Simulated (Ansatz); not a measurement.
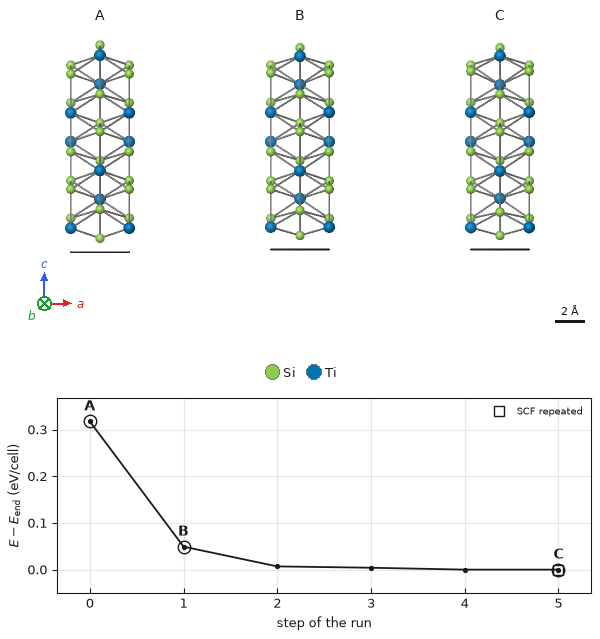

Frames of a relaxation of a slab of composition TiSi2 (cut from the Fddd phase), marked on the history of the run. The picture is a ball-and-stick view of the cell of the calculation, outlined in the plane, without the vacuum (origin shifted), seen along the b axis.

Case: (0 1 0) slab, atoms relaxed. The slab is the (0 1 0) face of TiSi2.

The calculation used DFT r2SCAN, scalar-relativistic, plane waves, PAW in Ansatz. Settings: plane-wave cutoff 500 eV; k-point mesh 8 × 8 × 1; occupations gaussian; smearing width 0.1 eV; no spin polarisation; dipole correction; atoms relaxed in a fixed cell; force threshold 0.02 eV/Å; at most 60 steps.

Question: Describe the path.

Answer: After 4 accepted moves (5 points after the start) the energy has fallen by 0.317 eV per cell of the calculation. The largest force component goes from 0.69 to 0.013 eV/Å. 1 step only repeated the SCF at the same geometry. The largest moves, 0.19 Å, are those of Si atoms. Largest moves by element: Si 0.19 Å, Ti 0.06 Å. The lattice vectors keep their values. Near-neighbour distances that change, for instance: Si–Ti 2.777 → 2.927 Å, Si–Ti 2.777 → 2.648 Å, Si–Ti 2.740 → 2.631 Å, Si–Ti 2.545 → 2.630 Å. Among the angles between lasting bonds that change: Si–Si–Si 151.5° → 159.4°, Ti–Si–Ti 147.2° → 153.7°, Ti–Si–Ti 73.6° → 76.8°. From step 0 to 1: Si atoms move most (0.19 Å), energy −0.268 eV per cell of the calculation. From step 1 to 5: Si atoms move most (0.11 Å), energy −49.2 meV per cell of the calculation.

```tsv
step	E − E(0), meV/atom	largest force component, eV/Å	note
0	0.00	0.6884	
1	-12.77	0.3635	
2	-14.79	0.1182	
3	-14.92	0.1161	
4	-15.11	0.0124	
5	-15.11	0.0125	same geometry, SCF repeated
```
